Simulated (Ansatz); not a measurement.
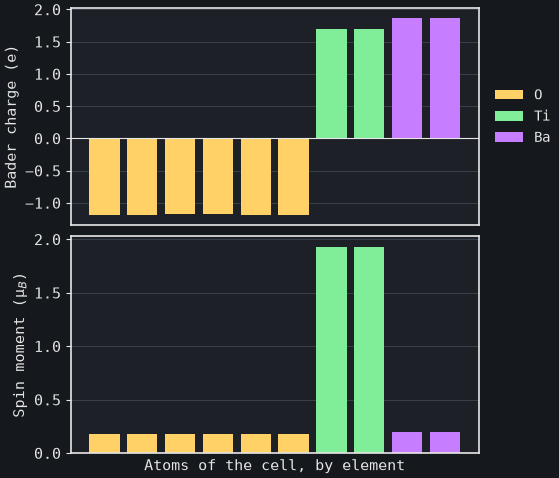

Bader charges of the atoms (positive: electrons lost), with their spin moments below.

System: BaTiO₃, space group Pm-3m (No. 221), 10 atoms in the cell, a database entry, rescaled.

Method: DFT with r2SCAN, PAW plane waves, U = 7.09 eV, J = 0.44 eV on Ti d, spin-polarised, 3×5×5 k mesh, 500 eV cutoff, Fermi-Dirac smearing of 0.1 eV (Ansatz 0.2.0).

Which way does charge flow, and how much?

The Bader charges are Ba +1.86 e, Ti +1.70 e and O −1.19 e. Summed over the cell, Ba gives up most (3.7 e) and O takes most (7.1 e).

Which atoms carry the moments, and how are they ordered?

The largest moments sit on Ti, up to 1.9 μB, all parallel; the cell's net moment is 5.3 μB.

The cell is at 52 GPa in this functional.

Ba sits on the octahedral site here and Ti on the 12-fold one, the reverse of the real perovskite.
